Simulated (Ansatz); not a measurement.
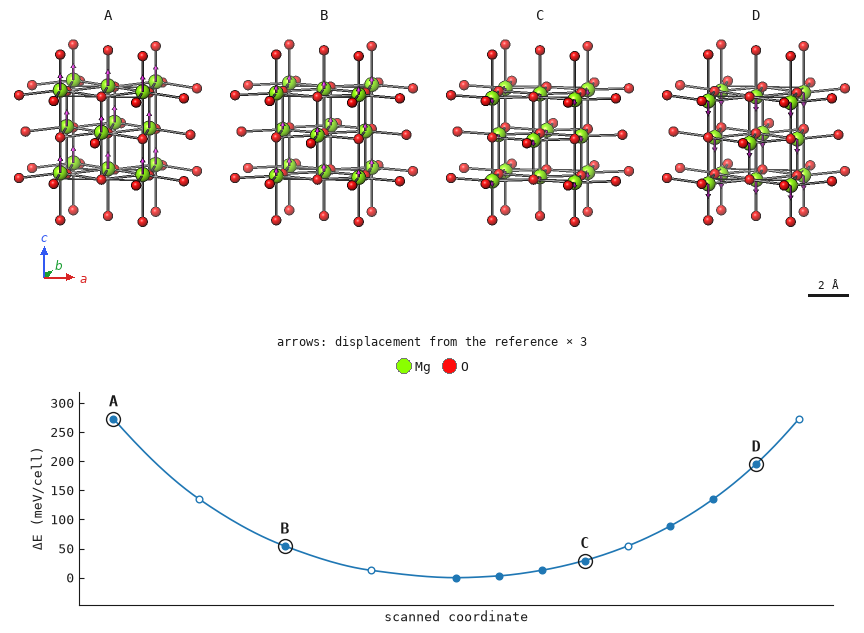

Frames of a one-coordinate scan of a crystal of MgO (Fm-3m). Hollow markers are points alike by symmetry, not computed again. Style: ball-and-stick. Shown: the conventional cell (4 times the calculation's cell), along the b axis, with a slight tilt. Purple arrows: displacements from the reference. Lengths and directions refer to the drawn axes.

Theory: DFT PBE, scalar-relativistic, plane waves, PAW (Ansatz). Set-up: plane-wave cutoff 420 eV; k-point mesh 10 × 10 × 10; occupations gaussian; smearing width 0.05 eV; no spin polarisation. Energies (free energies at the smearing named) are counted from the cell as listed in its source, which wasn't relaxed.

What is being scanned?

The whole Mg sublattice is shifted rigidly, towards the nearest copy of atom 2 (O) at 2.135 Å, all else fixed. In the frames the displacement is −0.30 Å (A), −0.15 Å (B), 0.1125 Å (C), 0.2625 Å (D). The lowest computed point lies at the displacement 0.00 Å (0.0 meV/cell). At the ends of the scan the energy is 273.0 meV/cell (−0.30 Å) and 273.0 meV/cell (0.30 Å). The curvature at zero is about 4.5 eV/Å² per cell. The well is symmetric. At the highest point the shortest interatomic distance is 1.83 Å, against 2.13 Å in the reference. The distortion takes the space group from Fm-3m to I4mm.
